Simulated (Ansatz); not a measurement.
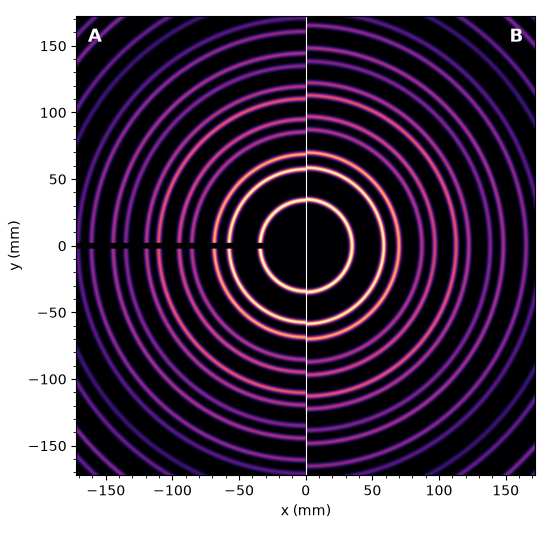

Simulated X-ray powder rings on a flat area detector normal to the beam: λ = 0.7107 Å, sample-to-detector distance 160 mm, axes in mm from the beam centre, for a fine-grained powder without texture. Kinematic intensities with B = 0.3 Å² for all atoms, without absorption; brightness goes as intensity to the power 0.4, clipped at the top. Reflections closer than the ring width show as one ring. The left and right halves show two different samples, each scaled to its strongest ring.

Both are W in Fd-3m, with cells of different size. Origins: A, the end point of a relaxation with DFT, revPBE, plane waves (420 eV) with PAW, scalar-relativistic in Ansatz; the starting structure was generated, so it need not be a known form of this composition; B, the input geometry of an electronic-structure calculation (not necessarily at equilibrium); the starting structure was generated, so it need not be a known form of this composition.

Which half has the larger cell, and by how much?

Half A: the volume of B is 5.0 % smaller than that of A, and a larger cell draws the rings inwards on average.
A: a = 5.858 Å, b = 5.858 Å, c = 5.858 Å, α = 90.00°, β = 90.00°, γ = 90.00°; 111 at 34.2 mm (d = 3.38 Å), 220 at 57.5 mm (d = 2.07 Å), 311 at 68.6 mm (d = 1.766 Å), 400 at 85.4 mm (d = 1.464 Å).
B: a = 5.758 Å, b = 5.758 Å, c = 5.758 Å, α = 90.00°, β = 90.00°, γ = 90.00°; 111 at 34.8 mm (d = 3.32 Å), 220 at 58.6 mm (d = 2.04 Å), 311 at 70.0 mm (d = 1.736 Å), 400 at 87.2 mm (d = 1.440 Å).
